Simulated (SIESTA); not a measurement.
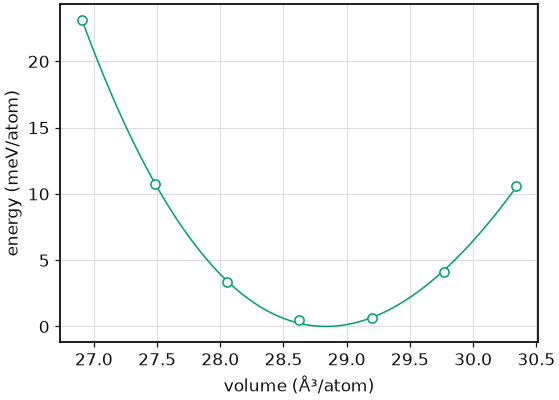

The picture above shows the energy against volume.

Method: DFT in numerical atomic orbitals with pseudopotentials, no spin polarisation; energies at scaled volumes of the given cell, shape and fractions fixed, counted from the fit's minimum, third-order Birch-Murnaghan fit (SIESTA 5.4.2). Level: PBE with D3(BJ).

**For which of these solids was it computed?**
A. SiC, P6_3mc (No. 186)
B. Ta, Im-3m (No. 229)
C. GaSb, F-43m (No. 216)

C, GaSb: energy from 0.46 meV/atom to 23.15 meV/atom, V0 28.84 Å³/atom, B0 48.5 GPa. The others give: SiC, energy from 0.70 meV/atom to 38.59 meV/atom, V0 10.41 Å³/atom, B0 221 GPa; Ta, energy from 0.56 meV/atom to 59.59 meV/atom, V0 17.77 Å³/atom, B0 220 GPa.

For GaSb, limits of the calculation: mulliken charges of long orbitals.

For SiC, limits of the calculation: shape and atomic fractions are frozen while scaling, which makes layered, chain and framework solids too stiff.

For Ta, limits of the calculation: short basis over semicore shells.
